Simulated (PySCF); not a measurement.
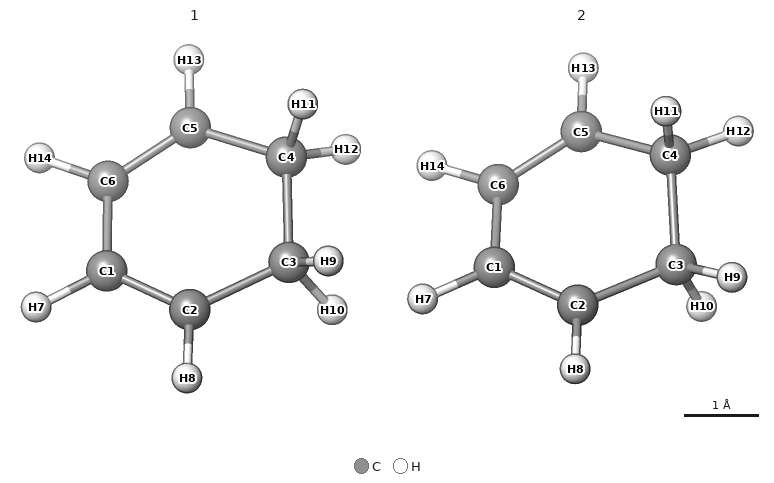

Two geometries of C₆H₈, drawn at one scale. One is the start of a relaxation, the other its converged end. A ball-and-stick model, seen at a tilt.

The calculation used PBE0-D3(BJ)/def2-SVP geometry optimisation, gas phase in PySCF 2.14.0, density-fitted response routines. 

**Which geometry has the lower energy?**

Structure 2 is the relaxed one. The start comes from MMFF94s. The largest moves after the best rigid fit, 0.44 Å, are those of H9 and H12. By element the largest moves are H 0.44 Å, C 0.13 Å. Among the contacts that change: C1–C6 1.441 → 1.463 Å, C3–C4 1.541 → 1.527 Å, C3–H10 1.097 → 1.109 Å, C1–H7 1.086 → 1.093 Å. Bond angles that change, for instance: C2–C3–C4 115.1° → 111.9°, C4–C5–C6 122.5° → 120.2°. Groups turn about C3–C4 by about 30°. After 9 geometry steps the energy has fallen by 0.099 eV. The largest force component goes from 0.45 to 0.013 eV/Å.
